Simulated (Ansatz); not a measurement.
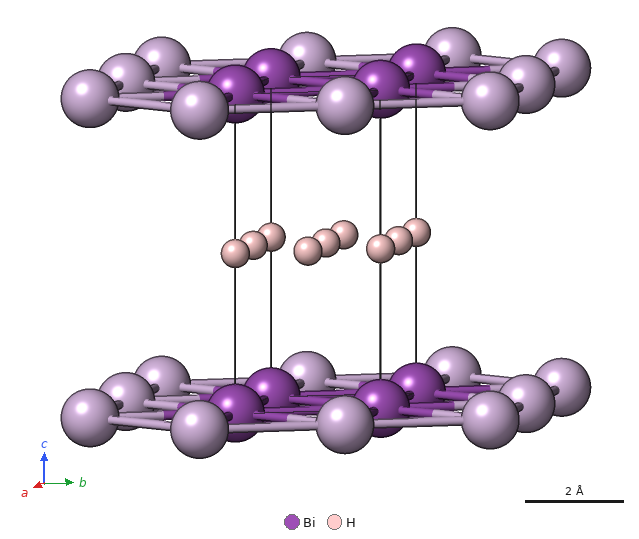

A ball-and-stick rendering, viewed slightly off an axis. The frame is the conventional unit cell; atoms at its boundary are shown with their periodic copies. Bonded atoms from the next cells complete the picture, in fainter colours. Cell: a = 3.10 Å, b = 3.10 Å, c = 6.57 Å, α = 90.00°, β = 90.00°, γ = 120.00°.

Provenance: a random cell made by a generator, so it need not be a real form of the compound. Earlier steps of the study may have refined or changed the cell and positions. It went into a calculation with Ansatz.

### Describe the arrangement of the atoms.

Chemical formula BiH₄. Space group P6/mmm (No. 191), lattice primitive hexagonal. In the cell are 1 Bi, 4 H, which makes 1 formula unit. Numbers of bonded neighbours, as drawn: Bi 6.

Computational set-up: Ansatz 0.2.0, DFT PBE, scalar-relativistic, plane waves, PAW, a 420 eV plane-wave basis, k-points on a 15×15×6 grid, Gaussian smearing of 0.1 eV, no spin polarisation.

### Predict the gap.

A metal: bands cross the Fermi level.

### What does a Bader analysis give?

Bi +0.06 e; H -0.02 e.

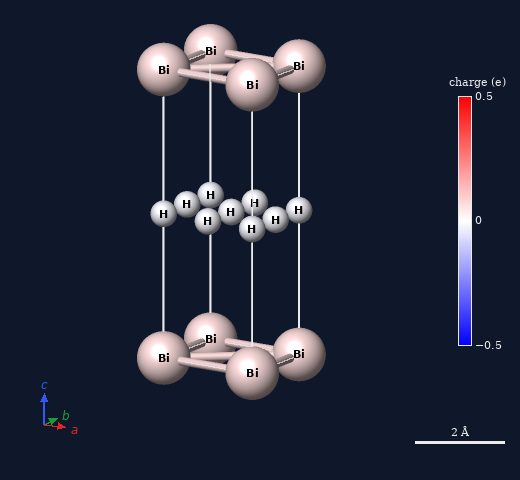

The atoms coloured by those charges. The run's cell of 5 atoms is drawn.

### Is this an equilibrium geometry for the method given?

Yes. All forces vanish to within 0.01 eV/Å. The pressure is 0.0 GPa, close to zero.
